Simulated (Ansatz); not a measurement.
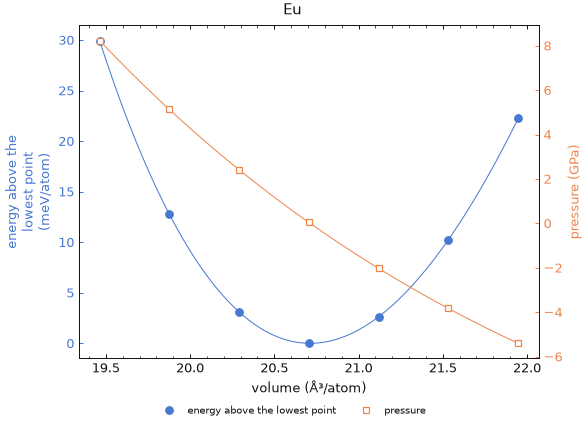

Plotted: energy above the lowest point and pressure against volume for Eu, space group Fd-3m (No. 227) (one of a set of cubic test structures, which need not be the stable phase).

Method: equation of state of a cubic crystal from periodic Kohn-Sham density functional theory without spin, third-order Birch-Murnaghan fit to the free energies; pressure corrected for the finite basis (Ansatz 0.2.0 development build). Level: PBE.

```json
{"setting": "structure type", "value": "diamond"}
{"setting": "atoms in cell", "value": "2"}
{"setting": "space group number", "value": "227"}
{"setting": "lattice centring", "value": "face-centred primitive"}
{"setting": "k mesh", "value": "34×34×34"}
{"setting": "occupation method", "value": "Fermi–Dirac"}
{"setting": "occupation width", "value": "0.06123 eV"}
{"setting": "wave cutoff", "value": "420 eV"}
{"setting": "datasets", "value": "soft-1 PAW"}
{"setting": "density tolerance", "value": "1e-07 eV"}
{"setting": "bands", "value": "30"}
{"setting": "density cutoff ratio", "value": "4"}
{"setting": "search for lower states", "value": "default"}
```

**What equilibrium volume and bulk modulus follow from the curve?**

A third-order Birch–Murnaghan fit gives V0 = 20.71 Å³/atom, B0 = 110 GPa and B′ = 5.8.

**How does the pressure vary with volume?**

It falls from 8.2 GPa at volume 19.46 Å³/atom to −5.4 GPa at 21.95 Å³/atom, and changes sign near 20.71 Å³/atom.

Note: cubic model structure, not the ambient form; open f shell treated without spin.

The computed values:

| volume (Å³/atom) | energy above the lowest point (meV/atom) | pressure (GPa) |
| --- | --- | --- |
| 19.46 | 29.9 | 8.2 |
| 19.88 | 12.8 | 5.1 |
| 20.29 | 3.1 | 2.4 |
| 20.71 | 0.0 | 0.0 |
| 21.12 | 2.6 | −2.0 |
| 21.53 | 10.3 | −3.8 |
| 21.95 | 22.2 | −5.4 |
